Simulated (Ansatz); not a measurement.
**Hf16HO32: single-point calculation (part 1 of 2)**

The run: single-point calculation of Hf16HO32 (defect cell, 49 atoms in the cell). Method and program: DFT PBE, scalar-relativistic, plane waves, PAW, spin-polarised (Ansatz 0.2.0).

The structure derives from a Materials Project entry.

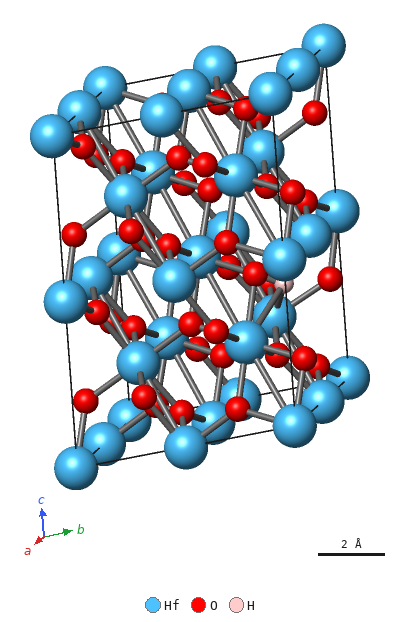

Figure 1. The structure (ball-and-stick view of the cell of the calculation, seen slightly off an axis). An atom can appear more than once, as a periodic image.

## Input file
```yaml
crystal:
  lattice:
    - [-4.813533, -4.813533, 3.205415]
    - [-4.813533, 4.813533, 3.205415]
    - [-9.627066, 0.0, -6.410831]
  atoms:
    - { symbol: Hf, position: [0.003616613, -0.0035321492, 0.0006519821] }
    - { symbol: Hf, position: [0.2504781301, 0.2482470683, 0.7504312383] }
    - { symbol: Hf, position: [0.4974317275, 0.5003891856, -0.0002788774] }
    - { symbol: Hf, position: [0.5027838942, 0.4925037287, 0.5007395532] }
    - { symbol: Hf, position: [0.7582087459, 0.7430295147, 0.248660857] }
    - { symbol: Hf, position: [0.7478151195, 0.748100563, 0.7494961935] }
    - { symbol: Hf, position: [-0.0050732166, 0.0019117012, 0.5001460635] }
    - { symbol: Hf, position: [0.2455546904, 0.2550841373, 0.2494245417] }
    - { symbol: Hf, position: [0.7525940547, 0.2468636658, 0.7520140609] }
    - { symbol: Hf, position: [-0.0025349649, 0.4994864576, 0.5000991043] }
    - { symbol: Hf, position: [0.2483172453, 0.7481267985, 0.7485916476] }
    - { symbol: Hf, position: [0.2587160589, 0.7502855052, 0.2537983533], spin: 0.03 }
    - { symbol: Hf, position: [0.4993005552, -0.0001803598, -0.000517808] }
    - { symbol: Hf, position: [0.4989387871, -0.001896552, 0.4998529303] }
    - { symbol: Hf, position: [0.74769328, 0.2466641596, 0.2482567649] }
    - { symbol: Hf, position: [-0.0012375192, 0.4980239365, -0.0014673209] }
    - { symbol: O, position: [0.6722867203, 0.4770559949, 0.825815023] }
    - { symbol: O, position: [0.9202454215, 0.7291268743, 0.5741601168] }
    - { symbol: O, position: [0.1729223102, 0.9767691831, 0.8250109472] }
    - { symbol: O, position: [0.1532945338, 0.9869395152, 0.3207124474], spin: 0.09 }
    - { symbol: O, position: [0.4199912736, 0.2283443197, 0.0762600066] }
    - { symbol: O, position: [0.4238253889, 0.2235403938, 0.5772061104] }
    - { symbol: O, position: [0.6700140847, 0.4764920785, 0.3244746414] }
    - { symbol: O, position: [0.9280846098, 0.7256934971, 0.0747701815] }
    - { symbol: O, position: [0.7726482757, 0.074505013, 0.9254358914] }
    - { symbol: O, position: [0.0220269144, 0.3267093698, 0.674541566] }
    - { symbol: O, position: [0.270501554, 0.5748890132, 0.9222083392] }
    - { symbol: O, position: [0.2710833939, 0.5630581452, 0.4275581806], spin: 0.04 }
    - { symbol: O, position: [0.5326739069, 0.8217068653, 0.1674974183], spin: 0.05 }
    - { symbol: O, position: [0.5189898971, 0.8253343533, 0.6739361808] }
    - { symbol: O, position: [0.7663493214, 0.081183265, 0.4247126737] }
    - { symbol: O, position: [0.016983716, 0.3296599614, 0.1739455977] }
    - { symbol: O, position: [0.4803066842, 0.1722714964, 0.824995537] }
    - { symbol: O, position: [0.7293873329, 0.4148592938, 0.5768088344] }
    - { symbol: O, position: [0.9775788397, 0.6706122313, 0.8245942434] }
    - { symbol: O, position: [0.9851479041, 0.6681222509, 0.3239211919] }
    - { symbol: O, position: [0.2306441575, 0.9199560768, 0.0774849131] }
    - { symbol: O, position: [0.2282596181, 0.9189279746, 0.5724734689] }
    - { symbol: O, position: [0.4758924461, 0.1663221669, 0.3248590669] }
    - { symbol: O, position: [0.7279415926, 0.4207143912, 0.0742411489] }
    - { symbol: O, position: [0.8265763259, 0.0187505308, 0.6751237938] }
    - { symbol: O, position: [0.0763762015, 0.2696308523, 0.4251508317] }
    - { symbol: O, position: [0.3282401775, 0.5190610633, 0.6730719083] }
    - { symbol: O, position: [0.3280758566, 0.5218199291, 0.1740454575] }
    - { symbol: O, position: [0.5750487178, 0.7709527198, 0.9223450786] }
    - { symbol: O, position: [0.5934073209, 0.7625785947, 0.4282426854], spin: 0.1 }
    - { symbol: O, position: [0.8279725894, 0.0171600302, 0.174599824] }
    - { symbol: O, position: [0.0791254209, 0.26792923, 0.9247430559] }
    - { symbol: H, position: [0.3859516723, 0.8366226802, 0.3600267412], spin: 0.44 }
magnetization:
  spin_polarized: true
basis:
  ecutwfc: 420
  fft_grid_basis: typed
kpoints:
  mp_grid: { grid: [2, 2, 1] }
hamiltonian:
  xc: pbe
  pseudopotentials: { kind: paw }
scf:
  occupations: { method: gaussian, width: 0.05 }
  n_extra_bands: 18
output:
  forces: true
  stress: false
  eigenvalues: true
  bader: false
  write_density: false
  volumetric_format: npy
  populations: true
  band_densities:
    - { e_range: [-1.24, -0.63] }
    - { e_range: [0.63, 1.24] }
    - { e_range: [-0.83, -0.61] }
    - { e_range: [0.61, 0.95] }
  dos:
    e_range: [-30, 8]
    de: 0.02
    method: { smearing: { sigma: 0.03, scheme: gaussian } }
    projected: { site_lists: { H: [H], Hf: [Hf], O: [O] } }
checkpoint:
  read: start.run
  write: ck
  compress: false
  write_wavefunctions: false
  write_every: 100000
```

Hardware: 4 threads of Arm Neoverse N1, 98 GiB of memory available, shared host.

Launch command:
```bash
ansatz run input.yaml --threads 4 --pin off --max-ram 10240MiB --backend cpu --events-out ev --progress --plain --runs-dir out
```

## The program's output
```
Warning: the band count 323 (scf.n_extra_bands) hosts the net moment |M| = 0.7500 μB (N_el = 609) but caps the reachable moment at 2·n_bands − N_el = 37.0000 μB, below the 366 bands that the automatic rule leaves for it — a moment growing past the seed, or the majority channel's smearing tail, pins there with fewer empty majority states than that count leaves; raise or omit scf.n_extra_bands unless the cap is intended
Warning: checkpoint.read: spin seed differs: saved 2a50c7c9009d…, current 90528fe9ea2d…; the loaded state replaces the seed-built initial guess (but the starting_ns of a DFT+U solve that opens without the state's occupation matrices), so the run may converge into the producing seed's basin, or, where the symmetry group that follows from this deck's starting moments and starting_ns does not hold the saved magnetisation, lose that magnetisation at its first build. Where atoms have moved since the state was saved, this difference can also decide whether moments are moved with them. A self-consistent run of this deck without the state starts from its starting moments and, under a DFT+U term, its starting_ns
scf.n_extra_bands = 18 over 305 filled bands (N_el = 609.0): the run solves 323 bands
Engine: ansatz 0.2.0, aarch64-unknown-linux-gnu
Pseudopotentials: kind: paw
Pseudopotential: Hf, paw, valence charge 26, recommended cutoff 420 eV (normal), Hf.paw.azcp
Pseudopotential: O, paw, valence charge 6, recommended cutoff 420 eV (normal), O.paw.azcp
Pseudopotential: H, paw, valence charge 1, recommended cutoff 420 eV (normal), H.paw.azcp
Functional definition: PBE
  parameter kappa = 0.804
  parameter beta = 0.06672455060314922
  exchange = pbe_x(kappa = kappa, mu = beta*pi^2/3)
  correlation = pbe_c(beta = beta)
Crystal: 49 atoms, lattice volume = 594.158 Å³
Basis set: ecut = 420 eV, 11539 PW (Γ), exchange–correlation on 108×108×160 points (8 copies of the dense FFT grid, shifted against one another)
Bands: 323, of which v1, the nominal top of the filled ones, is band 305 counted from 1 (304 counted from 0)
Symmetry: 1 space group operations
Space group: P1 (ITA 1), of the structure as read, at distance tolerance 8.4e-5 Å
Magnetic group: BNS 1.1 (UNI 1), of the structure as read, at distance tolerance 8.4e-5 Å
k-points: 4
Non-local potential: Hf, projectors of the file, l = 0: 3, l = 1: 2, l = 2: 2, l = 3: 3
Non-local potential: O, projectors of the file, l = 0: 2, l = 1: 2, l = 2: 1
Non-local potential: H, projectors of the file, l = 0: 2, l = 1: 1
PAW form: soft (Blöchl's): semilocal exchange-correlation on the pseudo side does not see the compensation charge
PAW one-centre angular grid: Hf, 590 points (default); XC on 64 Gauss nodes
PAW one-centre angular grid: O, 110 points (default); XC on 64 Gauss nodes
PAW one-centre angular grid: H, 110 points (default); XC on 64 Gauss nodes
Initial density: read from a saved state, or passed on in memory by an earlier SCF of this step, an earlier step, the calling program or the single point that the run made first
Stability of the state it starts from, as read at its close in the collinear treatment: not read negative (Ritz values of 1 − χ₀K, real part plus size of imaginary part, from 0.92 to 0.94, by its mixing steps under no symmetry); its run was given moments
Starting moments: Σ|m| = 0.75 μB on 6 of 49 sites; this step starts from the density that it was given
Initial wavefunctions: pseudopotential atomic-orbital guess
Functional: x = pbe(κ = 0.804, μ = 0.2195149727645171), c = pbe(β = 0.06672455060314922)
iter 1 solved again at ethr=8.49e-8 eV; its pass at ethr=3.10e-3 eV (dr2=5.17e-4 eV) is discarded
SCF iter   1: F=—  HF=-269797.893011 eV  |F-HF|=—  |Δ(HF+E_count)|=         —  Δρ=1.10e-6 (↑1.04e-6 ↓1.10e-6)  dr2=2.33e-8  dr2_m=1.02e-10  M=1.000 μB ∫|m|=1.057 μB  β_m=0.30  ethr=8.49e-8  ⟨swp⟩=3.0  Hψ=16424  notcnv=0
eigensolver tolerance schedule: the retry pair's looser diagonalisation over-reported the residual by 22177.51 of it (diagonalisation noise at 1.55 of the residual, at the tolerance the schedule requests for it); recorded, not acted on — ethr = c·dr2/N_el stays at c = 1.0e-1
preconditioner: auto → Resta (q_TF=auto, 2.740 Å⁻¹)  ε∞=6.0  [insulator: Δε(μ)=1.284 eV  Ē_g=16.344 eV  σ=0.050 eV  W_gap=1.00  n_scr=206 (ndim 8)  ℏωp=36.6 eV  f_vac=0.084  D(μ)=0.00/eV (n_scr^D=0)  ε∞_Penn≈6.0]
spin=Collinear: Resta preconditioning applied to the charge; magnetization (m = ρ↑ − ρ↓) channel mixes plain (no charge-response kernel on spin).
SCF iter   2: F=—  HF=-269797.894048 eV  |F-HF|=—  |Δ(HF+E_count)|=   1.04e-3  Δρ=7.34e-7 (↑6.98e-7 ↓7.34e-7)  dr2=1.03e-8  dr2_m=5.69e-11  M=1.000 μB ∫|m|=1.057 μB  β_m=0.47  ethr=3.83e-12  ⟨swp⟩=8.0  Hψ=11818  notcnv=0
SCF iter   3: F=-269797.894048 eV  HF=-269797.894048 eV  |F-HF|=2.56e-9  |Δ(HF+E_count)|=   6.00e-9  Δρ=3.88e-7 (↑3.69e-7 ↓3.88e-7)  dr2=3.49e-9  dr2_m=1.64e-11  M=1.000 μB ∫|m|=1.057 μB  ethr=1.69e-12  ⟨swp⟩=2.0  Hψ=6803  notcnv=0
SCF 1 converged in 3 iterations: F = -269797.894048 eV  dr2 = 3.49e-9
  greatest PAW one-centre occupation: 0.999 electrons in one spin orbital (limit 2), on the Hf atom at site 9 (counted from 0), in its partial waves of l = 0
NSCF: frozen V_eff on 4 k-points
SCF converged after 3 iterations
Magnetization: 1.0000 μB (305.0000 up, 304.0000 down)
Absolute magnetization: 1.0591 μB (∫|ρ↑−ρ↓|, with the PAW one-centre terms)
Spin contamination: 0.0033 ħ² per cell (⟨S²⟩ above its minimum at these occupations)
Per-site moments (μB) at R_I (Å): [(0.00018244134297457228, 0.8532622546686843), (9.656586466392624e-5, 0.8546344394097382), (0.00012209067398770665, 0.8549359923037697), (0.00015626313098067053, 0.8499382565414192), (0.000327135264062283, 0.8485904426834866), (0.000262679717185803, 0.8547383061115281), (0.002159965164080839, 0.8537015958630467), (0.001990832569878007, 0.852194244336768), (0.00037062797432930143, 0.8538253953495547), (0.0026642579009618843, 0.8521007200128766), (0.00012400269370049043, 0.8553804795264849), (0.03108392848876075, 0.8498070385673477), (0.0028386311426917207, 0.8512953633331433), (-8.707052395288857e-5, 0.8502890400603885), (8.062256732144845e-5, 0.8514944879768509), (0.000327201919432067, 0.8535229508957384), (3.172077882721708e-5, 0.8538253953495547), (0.00025164321001244365, 0.8528700660491761), (5.416112406197274e-5, 0.8566296509117183), (0.09175925755225886, 0.8248802135110899), (-9.878783280155683e-5, 0.8573495313466767), (0.0006279493144206344, 0.8502890400603885), (9.407479954175715e-5, 0.857793932319866), (0.0010123099561180921, 0.8521167985939417), (0.0002978683978920731, 0.8548439782347863), (0.00024161327919062456, 0.8546344394097382), (0.000319032824190306, 0.8549359923037697), (0.044945373139542596, 0.8521007200128766), (0.046389076340099714, 0.8512953633331433), (0.00023108385756925035, 0.8547383061115281), (0.0036696605142722298, 0.8537444012344974), (0.003214253450105677, 0.8537967857546634), (0.0008470083062953776, 0.8547785597130497), (0.002799108253344235, 0.8499382565414192), (0.00028662037738709327, 0.8560940116704443), (0.00450287824330804, 0.8485904426834866), (0.002558078182114976, 0.8532622546686843), (0.0033922497761598902, 0.8588598758454973), (0.003686480291612708, 0.8592257517689338), (0.0003325677103039097, 0.8566609609288905), (0.0006269077334984612, 0.8544652105069939), (0.001375444680571768, 0.8537015958630467), (-4.059955122169179e-5, 0.8553804795264849), (0.002389806212835643, 0.852194244336768), (0.0006667404651177634, 0.8552353102628415), (0.10398102839089285, 0.7742794498868028), (0.00022784245037667995, 0.8514944879768509), (4.265811068790483e-5, 0.8535229508957384), (0.43656132481231263, 0.7742794498868028)]
Free energy (F): -269797.894048 eV
Harris-Foulkes:  -269797.894048 eV  (|F-HF|=2.56e-9)
Internal energy: -269797.894048 eV  (E = F + TS)
E sigma→0 (E₀):  -269797.894048 eV
Fermi energy:    14.882414 eV
--- Per-component energies (eV) ---
  E_band       = -784.077367
  E_kinetic    = 12383.534707
  E_local      = -103350.566648  (includes V_loc(G=0)·N_el)
  E_nonlocal   = -18341.010009
  E_hartree    = 47092.499618
  E_xc         = -7175.025393
  E_vxc        = -7288.708263  (∫ρ·V_xc dr)
  E_paw        = -115909.413379  (= ΣΔE_a)
  E_vpaw       = 21627.591274  (= ΣTr[D̂ρ^β])
  E_aug_tail   = 0.079213  (compensation charges beyond the density's cutoff)
  E_ewald      = -84497.992159
  E_smearing   = -0.000000  (= −TS)
  E_closure    = -0.000000  (closes the sum)
  Σ components = -269797.894048   (vs F -269797.894048, Δ=0.00e0)
--- Forces (eV/Å), atoms counted from 1 ---
  atom   1  Hf     0.00392197     0.00374412     0.00594541
  atom   2  Hf    -0.00093822    -0.00486437     0.00256260
  atom   3  Hf     0.00722827    -0.00402975     0.00920069
  atom   4  Hf    -0.00493380    -0.00655402    -0.01082731
  atom   5  Hf    -0.00020410    -0.00039592     0.00137477
  atom   6  Hf     0.00188758     0.00421449    -0.00755116
  atom   7  Hf    -0.00632264     0.00127854    -0.00375958
  atom   8  Hf    -0.00063453    -0.00582367     0.00066516
  atom   9  Hf    -0.00060631     0.00440752    -0.00247837
  atom  10  Hf    -0.00537644     0.00406026    -0.00391979
  atom  11  Hf     0.00089338    -0.00221120     0.00176328
  atom  12  Hf     0.00100618     0.00294114     0.00200445
  atom  13  Hf    -0.00129130     0.00225947     0.00508295
  atom  14  Hf     0.00146322     0.00008681    -0.00810141
  atom  15  Hf     0.00203144     0.00494859    -0.00087109
  atom  16  Hf     0.00671761    -0.00115488     0.00820219
  atom  17  O     -0.00113093     0.00052127    -0.00221525
  atom  18  O     -0.00007520     0.00208206     0.00012587
  atom  19  O      0.00015317    -0.00065517    -0.00119058
  atom  20  O      0.01806158    -0.00062731     0.00365554
  atom  21  O     -0.00166791     0.00287341    -0.00207823
  atom  22  O     -0.00214649     0.00325049    -0.00159130
  atom  23  O     -0.00494857     0.00294031     0.00154959
  atom  24  O     -0.00066918    -0.00064242     0.00154125
  atom  25  O      0.00073890     0.00068368    -0.00535092
  atom  26  O      0.00108713     0.00028039     0.00477507
  atom  27  O     -0.00227085     0.00066230    -0.00318276
  atom  28  O      0.00273588    -0.00309564     0.00541457
  atom  29  O      0.00200797    -0.00405802    -0.00402165
  atom  30  O      0.00231818     0.00176360    -0.00279858
  atom  31  O      0.00056469    -0.00143584     0.00493102
  atom  32  O     -0.00416306    -0.00359477    -0.00140992
  atom  33  O     -0.00231000    -0.00046953    -0.00464799
  atom  34  O     -0.00316580    -0.00151399     0.00440199
  atom  35  O     -0.00233492    -0.00105127    -0.00123575
  atom  36  O      0.00187945    -0.00483803     0.00441618
  atom  37  O      0.00219294    -0.00380974    -0.00369879
  atom  38  O     -0.00387896    -0.00186129    -0.00074326
  atom  39  O     -0.00272456    -0.00094797     0.00598270
  atom  40  O     -0.00062177     0.00081765    -0.00363710
  atom  41  O      0.00147543    -0.00277536     0.00187894
  atom  42  O      0.00196444     0.00030352     0.00191135
  atom  43  O     -0.00053080     0.00217048     0.00039849
  atom  44  O     -0.00726945     0.00405571    -0.00119448
  atom  45  O     -0.00652521     0.00397380    -0.00237513
  atom  46  O      0.01048596     0.00886928     0.00425731
  atom  47  O     -0.00241825     0.00045233     0.00008206
  atom  48  O     -0.00134690    -0.00037641    -0.00272498
  atom  49  H     -0.00030812    -0.00685331    -0.00051676
  max |Σ_I F_I| component: 1.33e-6 eV/Å
--- Band table (eV; the first three rows and the last of 8) ---
```
